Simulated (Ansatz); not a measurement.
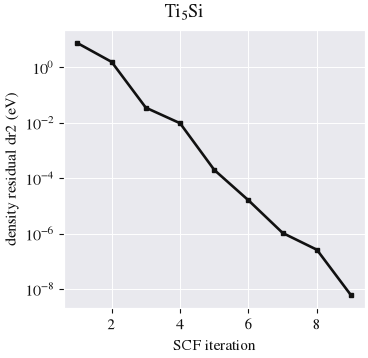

The plot shows the SCF iterations of a calculation: density residual dr2. The starting density is a sum of atomic densities corrected by a trained network.

Ti5Si (6 atoms in the cell), run with Ansatz.

```
crystal:
  lattice:
    - [5.10629048, 0.0, 0.0]
    - [0.0, 5.10629048, 0.0]
    - [0.0, 0.0, 2.25155614]
  atoms:
    - { symbol: Ti, position: [0.7521424264, 0.7521424264, 0.5] }
    - { symbol: Ti, position: [0.2478575736, 0.2478575736, 0.5] }
    - { symbol: Ti, position: [0.2478575736, 0.7521424264, 0.5] }
    - { symbol: Ti, position: [0.7521424264, 0.2478575736, 0.5] }
    - { symbol: Ti, position: [0.5, 0.5, 0.0] }
    - { symbol: Si, position: [0.0, 0.0, 0.0] }
basis:
  ecutwfc: 420
kpoints:
  mp_grid: { grid: [6, 6, 14] }
hamiltonian:
  xc: pbe
scf:
  occupations: { method: gaussian, width: 0.1 }
  max_iter: 80
output:
  forces: true
  eigenvalues: true
  stress: true
```

Run as:
```bash
ansatz run input.yaml --threads 1 --pin off --max-ram 2560MiB --backend cpu --events-out ev --progress --plain --runs-dir out
```

**Was self-consistency reached?**

Converged, in 9 iterations. The residual falls at every step.

**Is anything amiss with this input?**

The input holds a fault (a lattice far too small). The SCF closed all the same, which doesn't make the results meaningful for the real system.
